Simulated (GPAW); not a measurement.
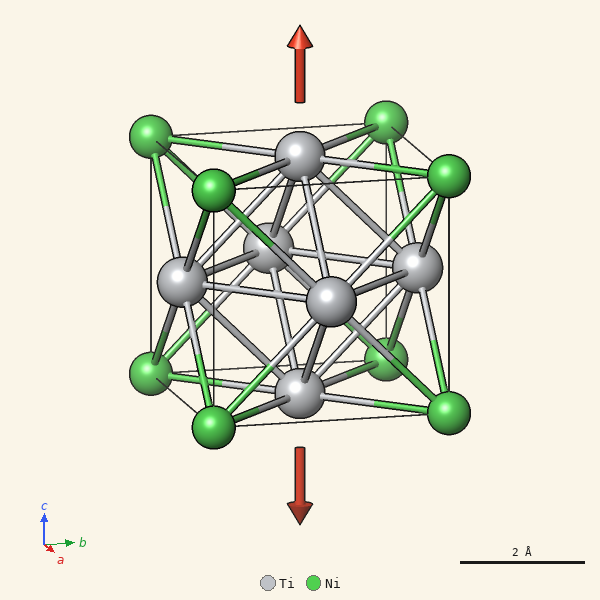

Ti3Ni, Cu₃Au (L1₂) type, space group Pm-3m (No. 221). The run's cell of 4 atoms is drawn unstrained, with atoms on its boundary repeated; the arrows mark the Cartesian direction z (along c), along which it is stretched or compressed while the other dimensions are held. The atoms keep their fractional positions. The cell is a structure listed in the Materials Project. It needn't be the stable form of this composition.

Alike in all runs: GPAW 26.7.0; functional PBEsol; potentials PAW data sets generated in the run's folder for this functional; cutoff 600 eV; k mesh 6 × 6 × 6 on the run's cell of 4 atoms; occupations fermi-dirac, width 0.05 eV; collinear spin, ferromagnetic start; no spin-orbit coupling. Stress is positive in compression, averaged over the directions named.

```tsv
strain (%)	ΔE (meV/atom)	stress along z (GPa)	stress across, x/y (GPa)
−4	-6.6	0.39	0.02
−2	?	?	?
−1	-3.7	-3.91	-4.03
0	0.0	-5.23	-5.23
+1	4.9	-6.49	-6.38
+2	11.1	-7.70	-7.46
+4	26.7	-10.00	-9.43
```

**How stiff is the crystal along the strain, and what belongs in the row left out?**

The slope at zero strain is -130 GPa per unit strain, so the clamped-ion stiffness of this cell along z (C33 in these Cartesian axes) is about 130 GPa. The fit puts the stress at −2 % at -2.53 GPa. The run gave -2.53 GPa along, -2.76 GPa across and ΔE = -6.0 meV/atom.

**At which strain does the stress along the strained direction vanish?**

Near −3.7 %: the cell as given is stretched along it at this level of theory (-5.2 GPa), so the energy is least there and not at zero.

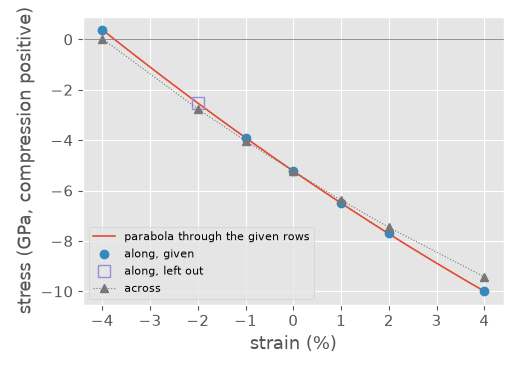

Stress against strain.

Caveat: the density grid can change from cell to cell, which puts small steps into energies and stress; the stock nickel data set gives pressures a few GPa off other programs; the slope belongs to a cell under 5 GPa of tension, not to the crystal at rest.
